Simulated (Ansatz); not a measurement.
**Run report: TiH₅, geometry relaxation (part 1 of 2)**

TiH₅ (I4/mmm, 6 atoms in the cell), computed with DFT PBE, scalar-relativistic, plane waves, PAW, no spin polarisation (Ansatz 0.2.0).

The structure was made by a generator, so it may or may not be a known phase. Figures and captions count atoms from 1; the log counts them from 0 in places.

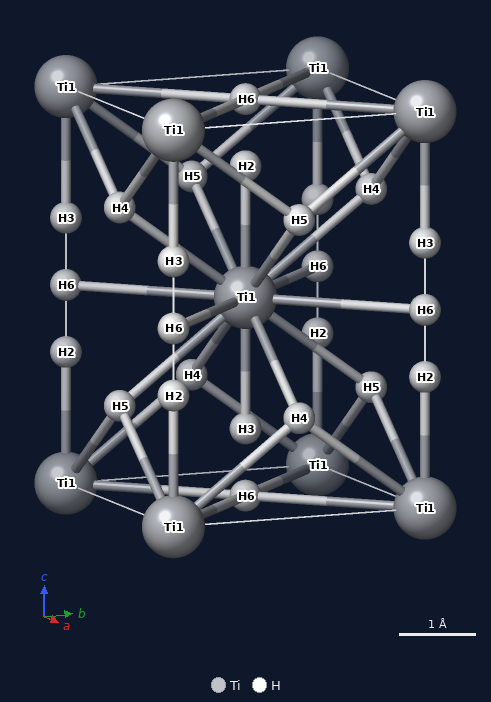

**Figure 1.** The structure as given in the input (ball-and-stick view of the cell 2 times as large as that of the calculation, set on its symmetry axes, seen slightly off an axis; atoms are numbered from 1 in the order of the input).

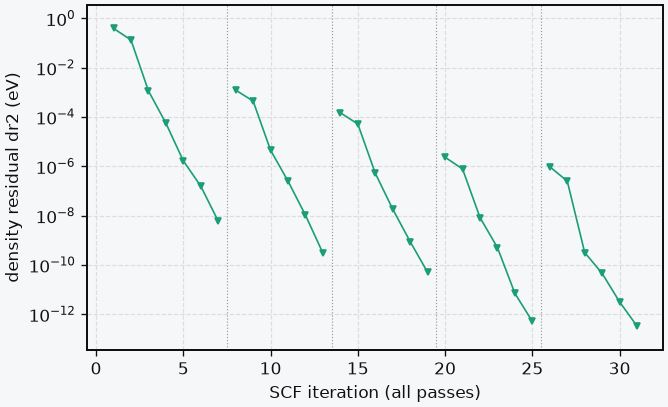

**Figure 2.** Convergence of the self-consistent field: density residual dr2 against the SCF iteration. The dotted lines part the SCF passes of the relaxation: geometry steps, rejected trials and re-solves on a re-selected basis. The 5 passes take 6 to 7 iterations each, 31 in all.

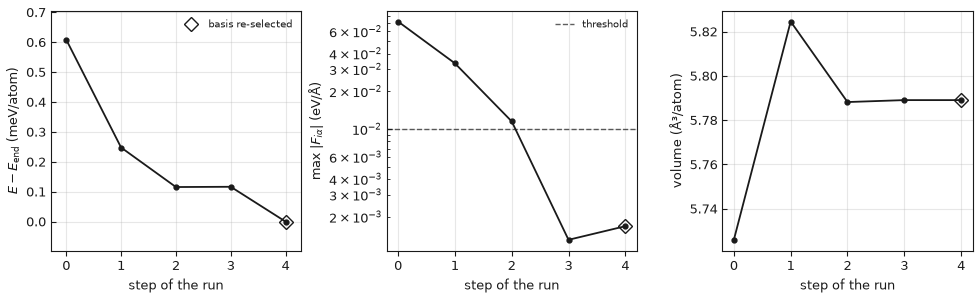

**Figure 3.** Progress of the relaxation, step by step (the first geometry is step 0 here and step 1 in the log).

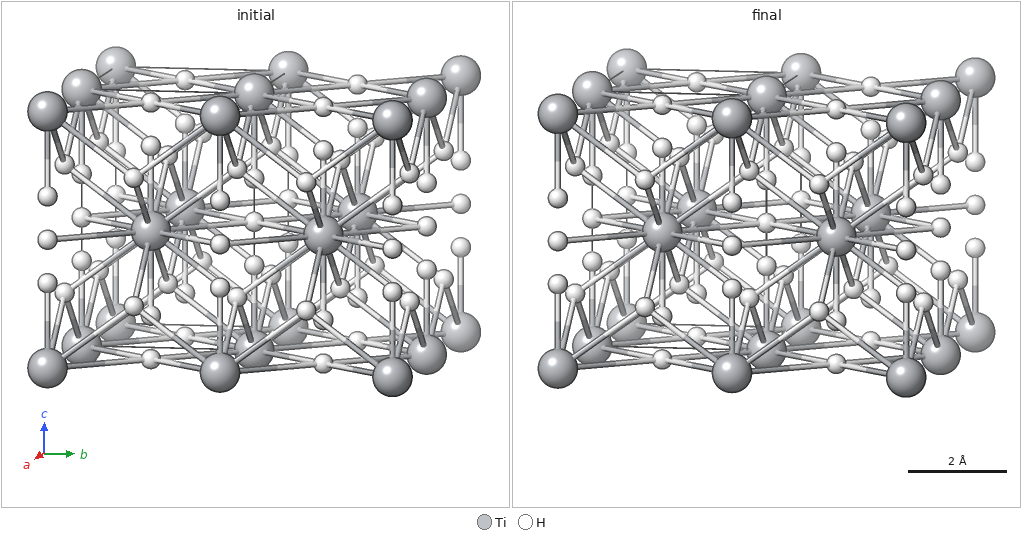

**Figure 4.** Before (left) and after (right) the relaxation, at one scale (ball-and-stick view of the cell 2 times as large as that of the calculation, set on its symmetry axes, repeated 2 × 2 × 1, seen slightly off an axis). The energy falls by 0.5 meV per atom in 3 geometry steps. Largest force component: 0.072 eV/Å at the start, 0.0017 eV/Å at the end. The pressure goes from −0.11 to 0.02 GPa. The atoms keep their places relative to the cell (all moves are under 0.005 Å). The drawn cell changes as follows: a = b 3.601 → 3.635 Å (+0.9 %), c 5.299 → 5.258 Å (−0.8 %); the volume changes by +1.1 %. Among the contacts that change: Ti1–H6 2.546 → 2.570 Å, Ti1–H2 1.753 → 1.741 Å, Ti1–H4 2.235 → 2.243 Å. The space group stays I4/mmm (No. 139). A last SCF at the same geometry on a re-selected plane-wave basis shifts the energy by −0.1 meV per atom. (Atoms are counted from 1 in the order of the input.)

The input that produced these results follows, with the program's output.

## Input
```yaml
crystal:
  lattice:
    - [-1.8003970648, 1.8003970648, 2.6497438993]
    - [1.8003970648, -1.8003970648, 2.6497438993]
    - [1.8003970648, 1.8003970648, -2.6497438993]
  atoms:
    - { symbol: Ti, position: [0.0, 0.0, 0.0] }
    - { symbol: H, position: [0.3308141253, 0.3308141253, 0.0] }
    - { symbol: H, position: [0.6691858747, 0.6691858747, 0.0] }
    - { symbol: H, position: [0.75, 0.25, 0.5] }
    - { symbol: H, position: [0.25, 0.75, 0.5] }
    - { symbol: H, position: [0.5, 0.5, 0.0] }
basis:
  ecutwfc: 420
kpoints:
  mp_grid: { grid: [14, 14, 14] }
hamiltonian:
  xc: pbe
scf:
  occupations: { method: gaussian, width: 0.1 }
output:
  forces: true
  stress: true
  eigenvalues: true
relax:
  adjacent_minimum: "off"
  f_tol: 0.01
  max_steps: 80
  cell: { stress_tol: 0.05 }
```

Launch command:
```bash
ansatz run input.yaml --threads 1 --pin off --max-ram 2560MiB --backend cpu --events-out ev --progress --plain --runs-dir out
```

## Log
```
Engine: ansatz 0.2.0, x86_64-unknown-linux-gnu
Pseudopotentials: kind: paw
Pseudopotential: Ti, paw, valence charge 12, recommended cutoff 420 eV (normal), Ti.paw.azcp
Pseudopotential: H, paw, valence charge 1, recommended cutoff 420 eV (normal), H.paw.azcp
Functional definition: PBE
  parameter kappa = 0.804
  parameter beta = 0.06672455060314922
  exchange = pbe_x(kappa = kappa, mu = beta*pi^2/3)
  correlation = pbe_c(beta = beta)
Crystal: 6 atoms, lattice volume = 34.356 Å³
Basis set: ecut = 420 eV, 661 PW (Γ), exchange–correlation on 50×50×50 points (8 copies of the dense FFT grid, shifted against one another)
Bands: 15, of which v1, the nominal top of the filled ones, is band 9 counted from 1 (8 counted from 0)
Symmetry: 16 space group operations
Space group: I4/mmm (ITA 139), of the structure as read, at distance tolerance 3.3e-5 Å
k-points: 244 of 2744
Non-local potential: Ti, projectors of the file, l = 0: 3, l = 1: 2, l = 2: 3, l = 3: 1
Non-local potential: H, projectors of the file, l = 0: 2, l = 1: 1
PAW form: soft (Blöchl's): semilocal exchange-correlation on the pseudo side does not see the compensation charge
PAW one-centre angular grid: Ti, 590 points (default); XC on 64 Gauss nodes
PAW one-centre angular grid: H, 110 points (default); XC on 64 Gauss nodes
Initial density: superposition of atomic densities (neutral atoms: chi_scale 0, normalization atom), corrected by the library's trained network
Initial wavefunctions: pseudopotential atomic-orbital guess
Functional: x = pbe(κ = 0.804, μ = 0.2195149727645171), c = pbe(β = 0.06672455060314922)
SCF iter   1: F=—  HF=-2576.110724 eV  |F-HF|=—  |Δ(HF+E_count)|=         —  Δρ=3.15e-2  dr2=3.91e-1  ethr=1.77e-3  ⟨swp⟩=4.5  Hψ=17589  notcnv=0
preconditioner: auto → Kerker (q_TF=auto, 2.426 Å⁻¹)  [metal: Δε(μ)=0.016 eV  Ē_g=8.470 eV  σ=0.100 eV  W_gap=0.09  n_scr=10 (ndim 8)  ℏωp=19.0 eV  f_vac=0.000  D(μ)=2.61/eV (n_scr^D=26)]
SCF iter   2: F=—  HF=-2576.053329 eV  |F-HF|=—  |Δ(HF+E_count)|=   5.74e-2  Δρ=1.75e-2  dr2=1.33e-1  ethr=1.77e-3  ⟨swp⟩=2.0  Hψ=6656  notcnv=0  defer=96
SCF iter   3: F=—  HF=-2576.025006 eV  |F-HF|=—  |Δ(HF+E_count)|=   2.83e-2  Δρ=1.64e-3  dr2=1.15e-3  ethr=7.82e-4  ⟨swp⟩=2.1  Hψ=4961  notcnv=0  defer=258
SCF iter   4: F=—  HF=-2576.024827 eV  |F-HF|=—  |Δ(HF+E_count)|=   1.79e-4  Δρ=4.88e-4  dr2=5.61e-5  ethr=6.76e-6  ⟨swp⟩=2.2  Hψ=4775  notcnv=0  defer=254
SCF iter   5: F=—  HF=-2576.024844 eV  |F-HF|=—  |Δ(HF+E_count)|=   1.68e-5  Δρ=9.41e-5  dr2=1.66e-6  ethr=3.30e-7  ⟨swp⟩=2.2  Hψ=4152  notcnv=0  defer=260
SCF iter   6: F=—  HF=-2576.024845 eV  |F-HF|=—  |Δ(HF+E_count)|=   9.07e-7  Δρ=2.43e-5  dr2=1.56e-7  ethr=5.88e-10  ⟨swp⟩=8.3  Hψ=17334  notcnv=0
SCF iter   7: F=-2576.024845 eV  HF=-2576.024845 eV  |F-HF|=6.59e-10  |Δ(HF+E_count)|=   4.96e-8  Δρ=4.64e-6  dr2=5.95e-9  ethr=5.88e-10  ⟨swp⟩=4.8  Hψ=13496  notcnv=0
SCF 1 converged in 7 iterations: F = -2576.024845 eV  dr2 = 5.95e-9
  greatest PAW one-centre occupation: 0.999 electrons in one spin orbital (limit 2), on the Ti atom at site 0 (counted from 0), in its partial waves of l = 0
relax step   1: F+E_penalty+E_count = -2576.02484518 eV  Δ(F+E_penalty+E_count) = +0.000e0 eV  max|allowed force component| = 7.204e-2 eV/Å  Δτ_max = 0.0000 Å  P = -0.114 GPa  Ω = 34.356 Å³  (7 SCF iters, dr2 threshold 1.00e-7 eV, accepted)
Crystal: 6 atoms, lattice volume = 34.947 Å³
Basis set: ecut = 420 eV, 685 PW (Γ), exchange–correlation on 50×50×50 points (8 copies of the dense FFT grid, shifted against one another)
Initial density: handed on by an earlier stage of this run
Initial wavefunctions: those handed on with the density
iter 1 solved again at ethr=8.21e-6 eV; its pass at ethr=3.10e-3 eV (dr2=1.40e-3 eV) is discarded
SCF iter   1: F=—  HF=-2576.027237 eV  |F-HF|=—  |Δ(HF+E_count)|=         —  Δρ=2.26e-3  dr2=1.23e-3  ethr=8.21e-6  ⟨swp⟩=1.7  Hψ=21670  notcnv=0
preconditioner: auto → Kerker (q_TF=auto, 2.420 Å⁻¹)  [metal: Δε(μ)=0.003 eV  Ē_g=8.181 eV  σ=0.100 eV  W_gap=0.02  n_scr=10 (ndim 8)  ℏωp=18.8 eV  f_vac=0.000  D(μ)=3.02/eV (n_scr^D=26)]
SCF iter   2: F=—  HF=-2576.027092 eV  |F-HF|=—  |Δ(HF+E_count)|=   1.46e-4  Δρ=1.31e-3  dr2=4.40e-4  ethr=7.24e-6  ⟨swp⟩=1.0  Hψ=3660  notcnv=0
SCF iter   3: F=—  HF=-2576.027008 eV  |F-HF|=—  |Δ(HF+E_count)|=   8.33e-5  Δρ=1.11e-4  dr2=4.45e-6  ethr=2.59e-6  ⟨swp⟩=2.0  Hψ=4631  notcnv=0
iter 4 did not close the SCF: its close was put off for the readings that it lacked (scf_convergence_deferred on its scf_iter line)
SCF iter   4: F=-2576.027008 eV  HF=-2576.027008 eV  |F-HF|=9.75e-8  |Δ(HF+E_count)|=   2.67e-7  Δρ=4.03e-5  dr2=2.49e-7  ethr=2.62e-8  ⟨swp⟩=2.5  Hψ=4930  notcnv=0
iter 5 did not close the SCF: its close was put off for the readings that it lacked (scf_convergence_deferred on its scf_iter line)
SCF iter   5: F=-2576.027008 eV  HF=-2576.027008 eV  |F-HF|=2.89e-9  |Δ(HF+E_count)|=   1.11e-7  Δρ=5.89e-6  dr2=1.03e-8  ethr=1.47e-9  ⟨swp⟩=2.1  Hψ=4924  notcnv=0
SCF iter   6: F=-2576.027008 eV  HF=-2576.027008 eV  |F-HF|=7.73e-11  |Δ(HF+E_count)|=   3.57e-9  Δρ=1.04e-6  dr2=2.98e-10  ethr=6.05e-11  ⟨swp⟩=1.7  Hψ=11233  notcnv=0
SCF 2 converged in 6 iterations: F = -2576.027008 eV  dr2 = 2.98e-10
relax step   2: F+E_penalty+E_count = -2576.02700827 eV  Δ(F+E_penalty+E_count) = -2.163e-3 eV  max|allowed force component| = 3.348e-2 eV/Å  Δτ_max = 0.0028 Å  P = -0.479 GPa  Ω = 34.947 Å³  energy of the carried Pulay correction = -1.191e-3 eV  (6 SCF iters, dr2 threshold 6.00e-7 eV, accepted)
Crystal: 6 atoms, lattice volume = 34.729 Å³
iter 1 solved again at ethr=8.19e-7 eV; its pass at ethr=3.10e-3 eV (dr2=1.39e-4 eV) is discarded
SCF iter   1: F=—  HF=-2576.027827 eV  |F-HF|=—  |Δ(HF+E_count)|=         —  Δρ=6.57e-4  dr2=1.48e-4  ethr=8.19e-7  ⟨swp⟩=2.0  Hψ=20214  notcnv=0
preconditioner: auto → Kerker (q_TF=auto, 2.422 Å⁻¹)  [metal: Δε(μ)=0.003 eV  Ē_g=8.225 eV  σ=0.100 eV  W_gap=0.02  n_scr=10 (ndim 8)  ℏωp=18.9 eV  f_vac=0.000  D(μ)=2.99/eV (n_scr^D=26)]
SCF iter   2: F=—  HF=-2576.027812 eV  |F-HF|=—  |Δ(HF+E_count)|=   1.48e-5  Δρ=3.80e-4  dr2=5.16e-5  ethr=8.19e-7  ⟨swp⟩=1.0  Hψ=3660  notcnv=0
iter 3 did not close the SCF: its close was put off for the readings that it lacked (scf_convergence_deferred on its scf_iter line)
SCF iter   3: F=-2576.027801 eV  HF=-2576.027801 eV  |F-HF|=1.25e-7  |Δ(HF+E_count)|=   1.04e-5  Δρ=3.97e-5  dr2=5.20e-7  ethr=3.03e-7  ⟨swp⟩=1.3  Hψ=3824  notcnv=0
iter 4 did not close the SCF: its close was put off for the readings that it lacked (scf_convergence_deferred on its scf_iter line)
SCF iter   4: F=-2576.027801 eV  HF=-2576.027801 eV  |F-HF|=7.85e-9  |Δ(HF+E_count)|=   7.63e-9  Δρ=1.03e-5  dr2=1.82e-8  ethr=3.06e-9  ⟨swp⟩=2.2  Hψ=4748  notcnv=0
iter 5 did not close the SCF: its close was put off for the readings that it lacked (scf_convergence_deferred on its scf_iter line)
SCF iter   5: F=-2576.027801 eV  HF=-2576.027801 eV  |F-HF|=2.06e-10  |Δ(HF+E_count)|=   9.41e-9  Δρ=1.92e-6  dr2=8.71e-10  ethr=1.07e-10  ⟨swp⟩=2.5  Hψ=5487  notcnv=0
SCF iter   6: F=-2576.027801 eV  HF=-2576.027801 eV  |F-HF|=1.00e-11  |Δ(HF+E_count)|=  3.00e-10  Δρ=4.44e-7  dr2=4.96e-11  ethr=5.12e-12  ⟨swp⟩=1.0  Hψ=10448  notcnv=0
SCF 3 converged in 6 iterations: F = -2576.027801 eV  dr2 = 4.96e-11
relax step   3: F+E_penalty+E_count = -2576.02780133 eV  Δ(F+E_penalty+E_count) = -7.931e-4 eV  max|allowed force component| = 1.154e-2 eV/Å  Δτ_max = 0.0011 Å  P = +0.020 GPa  Ω = 34.729 Å³  energy of the carried Pulay correction = -7.543e-4 eV  (6 SCF iters, dr2 threshold 6.00e-7 eV, accepted)
Crystal: 6 atoms, lattice volume = 34.734 Å³
iter 1 solved again at ethr=1.34e-8 eV; its pass at ethr=3.10e-3 eV (dr2=2.28e-6 eV) is discarded
```
